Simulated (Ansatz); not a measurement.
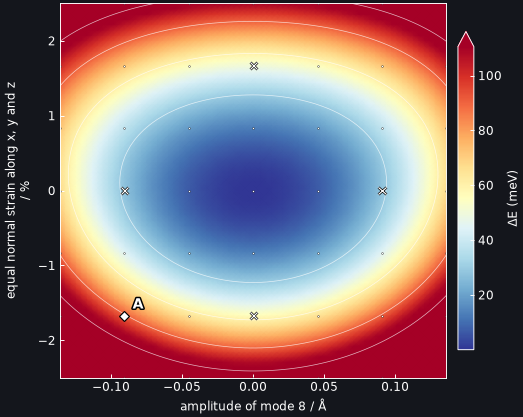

SrO (Fm-3m, No. 225; 4 atoms in the cell). The energy is mapped over a normal mode and a strain (zone-centre modes of the 4-atom cell of this scan, which folds in the wave vector (0, 0, 1/2) of the primitive cell) (x, y and z along the cube axes). First axis: amplitude of mode 8 (217 cm⁻¹), largest displacement in the unstrained cell. Second axis: equal normal strain along x, y and z. Nothing is relaxed (the pattern is fixed in fractional coordinates). The grid has 7 × 7 points; 25 points were computed and 20 follow by symmetry. At 4 points there is no value. Points are written as (first, second). Energies are in meV per cell, from the lowest grid point. Theory: DFT LDA, scalar-relativistic, plane waves, PAW (Ansatz 0.2.0). Settings: cutoff 520 eV, k-mesh 9×9×8 in the order of the run's cell vectors, gaussian smearing 0.05 eV, no spin polarisation.

The picture shows a smooth colour map with a few white contour lines, crosses at grid points without a value, dots at the grid points, one colour for all values above the top of the scale, the point A. Between grid points the surface is interpolated.

> Which way does the force act at A, and how strong is it?

A, at (−0.091 Å, −1.67 %), is not a stationary point. The computed force is 810 meV for each Å towards larger values of the first coordinate and 74 meV for each 1 % towards larger values of the second coordinate.
